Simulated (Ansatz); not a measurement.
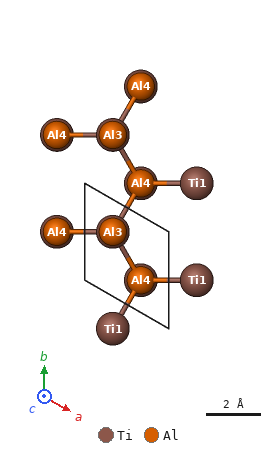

This is the input geometry for a relaxation of solid TiAl (built on the wurtzite_186 type) (coarse preliminary run). A ball-and-stick model of the cell of the calculation, repeated 1 × 2 × 1 with one cell outlined, seen along the c axis.

Case: wurtzite type (P6_3mc, No. 186).

Method: Ansatz, DFT PBE, scalar-relativistic, plane waves, PAW.

Input file:
```yaml
crystal:
  lattice:
    - [3.6502070869, 0.0, 0.0]
    - [-1.8251035434, 3.1611720663, 0.0]
    - [0.0, 0.0, 5.8456807714]
  atoms:
    - { symbol: Ti, position: [0.3333333333, 0.6666666667, 0.0] }
    - { symbol: Ti, position: [0.6666666667, 0.3333333333, 0.5] }
    - { symbol: Al, position: [0.3333333333, 0.6666666667, 0.3821] }
    - { symbol: Al, position: [0.6666666667, 0.3333333333, 0.8821] }
basis:
  ecutwfc: 420
kpoints:
  mp_grid: { grid: [6, 6, 4] }
hamiltonian:
  xc: pbe
scf:
  occupations: { method: gaussian, width: 0.1 }
  lower_state_search: "off"
output:
  forces: true
  stress: true
  eigenvalues: true
relax:
  adjacent_minimum: "off"
  f_tol: 0.04
  max_steps: 70
  cell: { stress_tol: 0.4 }
```

Launched with:
```bash
ansatz run input.yaml --threads 1 --pin off --max-ram 2560MiB --backend cpu --events-out ev --progress --plain --runs-dir out
```

### What does the optimiser find from here?

The energy falls by 1493 meV per atom in 9 accepted moves (11 points after the start). The largest force component goes from 0.58 to 0.0031 eV/Å. Pressure: 40.28 GPa at the start and −0.03 GPa at the end. The SCF was repeated twice at an unchanged geometry on a basis and grid sized afresh for the cell, which shifted the energy by 67.2 meV per atom at most. The largest moves relative to the cell, 0.30 Å, are those of Ti1, Ti2, Al3 and Al4. Ti1 goes along −c. By element the largest moves are Ti 0.30 Å, Al 0.30 Å. Cell: a = b 3.650 → 4.621 Å (+26.6 %), c 5.846 → 5.176 Å (−11.5 %). Volume +41.9 %. Near-neighbour distances that change, for instance: Ti1–Al3 3.612 → 2.588 Å, Ti1–Al4 2.217 → 2.668 Å, Ti1–Al3 (another image) 2.234 → 2.588 Å. New bonds form: Ti1–Al3 (3.61 → 2.59 Å), Ti2–Al4 (3.61 → 2.59 Å). Among the angles between lasting bonds that change: Al3–Ti1–Al4 108.1° → 90.0°, Ti1–Al3–Ti2 108.1° → 90.0°, Al4–Ti1–Al4 110.8° → 120.0°. The space group (tolerance 0.01 Å) goes from P6_3mc (No. 186) to P6_3/mmc (No. 194).

Step by step:

```
step  E − E(0), meV/atom  largest force component, eV/Å  pressure, GPa  volume, Å³/atom                      note
   0                0.00                         0.5827          40.28           16.863                          
   1             -460.27                         0.5529          23.67           19.081                          
   2             -748.62                         0.5514          12.95           21.105                          
   3             -967.70                         0.6593           5.43           22.687                          
   4            -1203.02                         0.8028          -0.35           23.495                          
   5            -1360.49                         0.4974          -2.13           23.279                          
   6            -1407.00                         0.0067           0.50           22.343                          
   7            -1407.16                         0.0017          -0.16           22.511                          
   8            -1474.40                         0.0017           3.43           22.511  same geometry, new basis
   9            -1490.64                         0.0598           1.25           23.377                          
  10            -1492.92                         0.0031          -0.02           23.934                          
  11            -1493.22                         0.0031          -0.03           23.934  same geometry, new basis
```

The structure at the end:

```
CELL_PARAMETERS angstrom
4.62127 0.00000 0.00000
-2.31064 4.00214 0.00000
0.00000 0.00000 5.17632
ATOMIC_POSITIONS crystal
Ti 0.33333 0.66667 0.94108
Ti 0.66667 0.33333 0.44108
Al 0.33333 0.66667 0.44102
Al 0.66667 0.33333 0.94102
```

The end point in the same view:

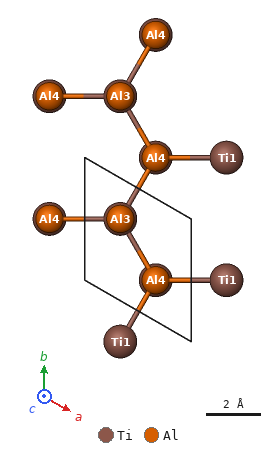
